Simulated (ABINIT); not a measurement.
**HfO$_{2}$: optical-spectrum calculation (part 1 of 2)**

The run: optical-spectrum calculation of HfO$_{2}$ (3 atoms in the cell). Method and program: Kohn-Sham DFT of a periodic cell, PBE, SG15 NC PBE v1.2, no spin polarisation (ABINIT 10.8.3).

The structure derives from an entry of the Crystallography Open Database.

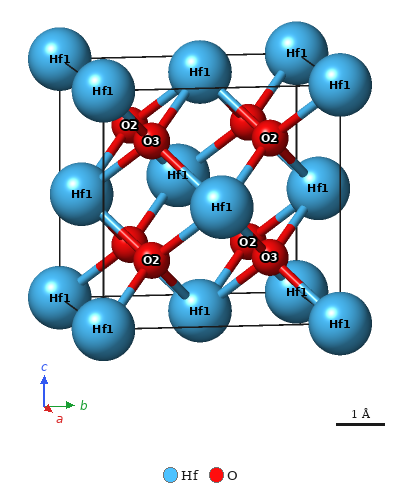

Figure 1. The input geometry (ball-and-stick view of the cell 4 times as large as that of the calculation, set on its symmetry axes, seen slightly off an axis; atoms are numbered from 1 in the order of the input). An atom can appear more than once, as a periodic image. Near neighbours in the periodic cell (some may lie outside the picture): Hf has 8 O at 2.21 Å; O has 4 Hf at 2.21 Å.

Input
```
# Datasets
ndtset 3

# Pseudopotentials
pp_dirpath "./"
pseudos "Hf_ONCV_PBE-1.2.upf, O_ONCV_PBE-1.2.upf"

# Structure
acell 3*1.0
rprim
     0.0000000000     4.8329745637     4.8329745637
     4.8329745637     0.0000000000     4.8329745637
     4.8329745637     4.8329745637     0.0000000000
ntypat 2
znucl 72 8
natom 3
typat 1 2 2
xred
            0.0            0.0            0.0
            3/4            3/4            3/4
            1/4            1/4            1/4

# Plane-wave basis
ecut 1088.455450 eV

# k points
ngkpt 6 6 6
nshiftk 4
shiftk
     0.5000000000     0.5000000000     0.5000000000
     0.5000000000     0.0000000000     0.0000000000
     0.0000000000     0.5000000000     0.0000000000
     0.0000000000     0.0000000000     0.5000000000
istwfk *1

# Exchange and correlation
ixc 11

# Bands and occupations
occopt 1

# SCF cycle
nstep 80
diemac 6.0

# Output
iomode 3
prteig 0
prtebands 0

# Dataset 1: ground state
nband1 19
tolvrs1 1.0e-12
prtden1 1
prtwf1 0
kptopt1 1

# Dataset 2: empty bands at fixed density
iscf2 -2
getden2 1
nband2 31
nbdbuf2 4
tolwfr2 1.0e-12
nstep2 120
prtden2 0
kptopt2 1

# Dataset 3: wave functions and velocity matrix elements in the full zone
optdriver3 8
wfk_task3 "wfk_optics_fullbz"
getwfk3 2
nband3 27
kptopt3 1
prtevk3 1
inclvkb3 2
```

File optic.abi
```
&FILES
 ddkfile_1 = 'runo_DS3_1_EVK.nc',
 ddkfile_2 = 'runo_DS3_2_EVK.nc',
 ddkfile_3 = 'runo_DS3_3_EVK.nc',
 wfkfile = 'runo_DS3_WFK.nc'
/
&PARAMETERS
 broadening = 0.003675,
 domega = 0.002,
 maxomega = 0.8,
 scissor = 0.018375,
 tolerance = 0.002
/
&COMPUTATIONS
 num_lin_comp = 1,
 lin_comp = 11,
 num_nonlin_comp = 0
/
```

Launched with:
```bash
abinit run.abi > log 2>&1
optic optic.abi > optic.log 2>&1
```

The program's output
```
.Version 10.8.3 of ABINIT
 DATASET    1 : space group Fm -3 m (#225); Bravais cF (face-center cubic)
================================================================================
 Values of the parameters that define the memory need for DATASET  1.
     intxc =       0    ionmov =       0      iscf =       7    lmnmax =       8
     lnmax =       8     mgfft =      40  mpssoang =       4    mqgrid =    3001
     natom =       3  nloc_mem =       1    nspden =       1   nspinor =       1
    nsppol =       1      nsym =      48    n1xccc =       0    ntypat =       2
    occopt =       1   xclevel =       2
       mpw =        2737          nfft =       64000          nkpt =          28
================================================================================
================================================================================

 DATASET    2 : space group Fm -3 m (#225); Bravais cF (face-center cubic)
================================================================================
 Values of the parameters that define the memory need for DATASET  2.
     intxc =       0    ionmov =       0      iscf =      -2    lmnmax =       8
     lnmax =       8     mgfft =      40  mpssoang =       4    mqgrid =    3001
     natom =       3  nloc_mem =       1    nspden =       1   nspinor =       1
    nsppol =       1      nsym =      48    n1xccc =       0    ntypat =       2
    occopt =       1   xclevel =       2
       mpw =        2737          nfft =       64000          nkpt =          28
================================================================================
================================================================================

 DATASET    3 : space group Fm -3 m (#225); Bravais cF (face-center cubic)
================================================================================
 Values of the parameters that define the memory need for DATASET  3.
     intxc =       0    ionmov =       0      iscf =       7    lmnmax =       8
     lnmax =       8     mgfft =      40  mpssoang =       4    mqgrid =    3001
     natom =       3  nloc_mem =       1    nspden =       1   nspinor =       1
    nsppol =       1      nsym =      48    n1xccc =       0    ntypat =       2
    occopt =       1   xclevel =       2
       mpw =        2737          nfft =       64000          nkpt =          28
================================================================================
================================================================================

--------------------------------------------------------------------------------
------------- Echo of variables that govern the present computation ------------
--------------------------------------------------------------------------------
 -outvars: echo values of preprocessed input variables --------
            acell      1.0000000000E+00  1.0000000000E+00  1.0000000000E+00 Bohr
              amu      1.78490000E+02  1.59994000E+01
           diemac      6.00000000E+00
             ecut      4.00000000E+01 Hartree
           getden1          0
           getden2          1
           getden3          0
           getwfk1          0
           getwfk2          0
           getwfk3          2
             iscf1          7
             iscf2         -2
             iscf3          7
              ixc          11
           jdtset        1    2    3
         kptrlatt        6   -6    6     -6    6    6     -6   -6    6
          kptrlen      5.79956948E+01
            natom           3
            nband1         19
            nband2         31
            nband3         27
           nbdbuf1          0
           nbdbuf2          4
           nbdbuf3          0
           ndtset           3
            ngfft          40      40      40
             nkpt          28
            nstep1         80
            nstep2        120
            nstep3         80
             nsym          48
           ntypat           2
        optdriver1          0
        optdriver2          0
        optdriver3          8
           prtden1          1
           prtden2          0
           prtden3          1
        prtebands           0
           prteig           0
           prtevk1          0
           prtevk2          0
           prtevk3          1
            prtwf1          0
            prtwf2          1
            prtwf3          1
            rprim      0.0000000000E+00  4.8329745637E+00  4.8329745637E+00
                       4.8329745637E+00  0.0000000000E+00  4.8329745637E+00
                       4.8329745637E+00  4.8329745637E+00  0.0000000000E+00
           shiftk      5.00000000E-01  5.00000000E-01  5.00000000E-01
          spgroup         225
           tolvrs1     1.00000000E-12
           tolvrs2     0.00000000E+00
           tolvrs3     0.00000000E+00
           tolwfr1     0.00000000E+00
           tolwfr2     1.00000000E-12
           tolwfr3     0.00000000E+00
            typat      1  2  2
         wfk_task1          0
         wfk_task2          0
         wfk_task3          7
           xangst      0.0000000000E+00  0.0000000000E+00  0.0000000000E+00
                       3.8362499974E+00  3.8362499974E+00  3.8362499974E+00
                       1.2787499991E+00  1.2787499991E+00  1.2787499991E+00
            xcart      0.0000000000E+00  0.0000000000E+00  0.0000000000E+00
                       7.2494618456E+00  7.2494618456E+00  7.2494618456E+00
                       2.4164872818E+00  2.4164872818E+00  2.4164872819E+00
             xred      0.0000000000E+00  0.0000000000E+00  0.0000000000E+00
                       7.5000000000E-01  7.5000000000E-01  7.5000000000E-01
                       2.5000000000E-01  2.5000000000E-01  2.5000000000E-01
            znucl       72.00000    8.00000

================================================================================

 chkinp: Checking input parameters for consistency, jdtset=   1.

 chkinp: Checking input parameters for consistency, jdtset=   2.

 chkinp: Checking input parameters for consistency, jdtset=   3.

================================================================================
== DATASET  1 ==================================================================

--- !DatasetInfo
iteration_state: {dtset: 1, }
dimensions: {natom: 3, nkpt: 28, mband: 19, nsppol: 1, nspinor: 1, nspden: 1, mpw: 2737, }
cutoff_energies: {ecut:  40.0, pawecutdg:  -1.0, }
electrons: {nelect:   3.80000000E+01, charge:   0.00000000E+00, occopt:   1.00000000E+00, tsmear:   1.00000000E-02, }
meta: {optdriver: 0, ionmov: 0, optcell: 0, iscf: 7, paral_kgb: 0, }
...

 Exchange-correlation functional for the present dataset will be:
  GGA: Perdew-Burke-Ernzerhof functional - ixc=11
  J.P.Perdew, K.Burke, M.Ernzerhof, PRL 77, 3865 (1996)

 Real(R)+Recip(G) space primitive vectors, cartesian coordinates (Bohr,Bohr^-1):
 R(1)=  0.0000000  4.8329746  4.8329746  G(1)= -0.1034560  0.1034560  0.1034560
 R(2)=  4.8329746  0.0000000  4.8329746  G(2)=  0.1034560 -0.1034560  0.1034560
 R(3)=  4.8329746  4.8329746  0.0000000  G(3)=  0.1034560  0.1034560 -0.1034560
 Unit cell volume ucvol=  2.2577379E+02 bohr^3
 Angles (23,13,12)=  6.00000000E+01  6.00000000E+01  6.00000000E+01 degrees

 getcut: wavevector=  0.0000  0.0000  0.0000  ngfft=  40  40  40
         ecut(hartree)=     40.000   => boxcut(ratio)=   2.05558

--- Pseudopotential description ------------------------------------------------
- pspini: atom type   1  psp file is ./Hf_ONCV_PBE-1.2.upf
  72.00000  26.00000  150105                  znucl, zion, pspdat
12 -101130 3 -1 602                           pspcod,pspxc,lmax,lloc,mmax
     nproj     2     2     2     2

- pspini: atom type   2  psp file is ./O_ONCV_PBE-1.2.upf
   8.00000   6.00000  150105                  znucl, zion, pspdat
12 -101130 1 -1 602                           pspcod,pspxc,lmax,lloc,mmax
     nproj     2     2     0     0

   3.25039331E+03                                ecore*ucvol(ha*bohr**3)
--------------------------------------------------------------------------------

================================================================================

--- !BeginCycle
iteration_state: {dtset: 1, }
solver: {iscf: 7, nstep: 80, nline: 4, wfoptalg: 0, }
tolerances: {tolvrs: 1.00E-12, }
...

     iter   Etot(hartree)      deltaE(h)  residm     vres2
 ETOT  1  -249.96358135494    -2.500E+02 5.307E-01 1.095E+04
 ETOT  2  -239.44094848536     1.052E+01 1.639E-01 8.466E+04
 ETOT  3  -254.65267612989    -1.521E+01 3.804E-01 2.943E+03
 ETOT  4  -255.65027777734    -9.976E-01 4.516E-01 2.551E+02
 ETOT  5  -255.81822324503    -1.679E-01 2.930E-01 2.202E+02
 ETOT  6  -255.83017388361    -1.195E-02 7.072E-03 2.400E+02
 ETOT  7  -255.77468661151     5.549E-02 4.857E-04 4.477E+02
 ETOT  8  -255.58438016813     1.903E-01 6.824E-04 1.423E+03
 ETOT  9  -255.46029865856     1.241E-01 1.910E-04 2.080E+03
 ETOT 10  -252.75785123996     2.702E+00 1.305E-01 2.126E+04
 ETOT 11  -255.73617355678    -2.978E+00 1.389E-01 7.604E+02
 ETOT 12  -255.36090805148     3.753E-01 2.515E-03 3.106E+03
 ETOT 13  -255.83315300876    -4.722E-01 1.305E-02 2.978E+02
 ETOT 14  -255.89585571509    -6.270E-02 5.683E-04 2.029E+00
 ETOT 15  -255.89580283249     5.288E-05 6.977E-06 1.826E+00
 ETOT 16  -255.89585197915    -4.915E-05 5.701E-06 3.143E+00
 ETOT 17  -255.89563235482     2.196E-04 9.991E-06 2.288E+00
 ETOT 18  -255.89609694901    -4.646E-04 7.765E-06 1.261E-01
 ETOT 19  -255.89610092977    -3.981E-06 3.658E-07 1.176E-01
 ETOT 20  -255.89612163544    -2.071E-05 8.132E-08 9.758E-03
 ETOT 21  -255.89612385205    -2.217E-06 2.012E-08 5.945E-05
 ETOT 22  -255.89612385559    -3.533E-09 4.848E-10 2.283E-05
 ETOT 23  -255.89612385920    -3.612E-09 6.233E-11 2.606E-06
 ETOT 24  -255.89612385981    -6.148E-10 2.938E-12 5.922E-07
 ETOT 25  -255.89612386000    -1.825E-10 1.107E-12 6.398E-09
 ETOT 26  -255.89612386000    -6.679E-12 7.630E-14 1.993E-09
 ETOT 27  -255.89612385999     9.948E-12 4.324E-15 5.841E-11
 ETOT 28  -255.89612386000    -6.082E-12 9.616E-17 1.057E-11
 ETOT 29  -255.89612386000    -5.116E-13 2.883E-17 4.543E-14

 At SCF step   29       vres2   =  4.54E-14 < tolvrs=  1.00E-12 =>converged.

 Cartesian components of stress tensor (hartree/bohr^3)
  sigma(1 1)=  1.22604265E-04  sigma(3 2)=  0.00000000E+00
  sigma(2 2)=  1.22604265E-04  sigma(3 1)=  0.00000000E+00
  sigma(3 3)=  1.22604265E-04  sigma(2 1)=  0.00000000E+00
```
